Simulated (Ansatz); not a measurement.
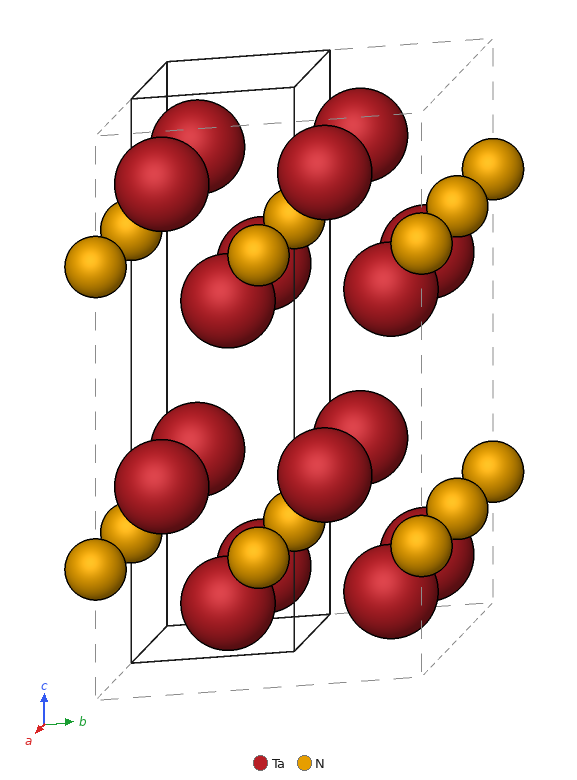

The figure gives a spheres-only picture of the atoms, viewed slightly off an axis. Solid lines give the conventional unit cell, repeated here 2×2×1 times.

Ta₂N, space group P-3m1 (No. 164), a = 3.08 Å, b = 3.08 Å, c = 10.40 Å, α = 90.00°, β = 90.00°, γ = 120.00°.

The calculation used Ansatz, DFT PBEsol, scalar-relativistic, plane waves, PAW, with a 420 eV plane-wave basis, k-points about 0.14 Å⁻¹ apart, Gaussian smearing of 0.15 eV, no spin polarisation.

What is the electronic character?

Answer. A metal: bands cross the Fermi level.

Give the pressure and its sign.

Answer. The computed pressure is -8.1 GPa (stretched: it would shrink). The stress isn't hydrostatic: its largest component is 15.0 GPa.

The structure comes from a structure listed in the Materials Project. The cell was then strained or its atoms displaced on purpose. An electronic-structure calculation with Ansatz was run on it.

At this level of theory the run's own cell isn't at rest (stretched, at -8 GPa and forces up to 1.8 eV/Å), so its distances can differ from those at equilibrium, the more so the softer the solid.
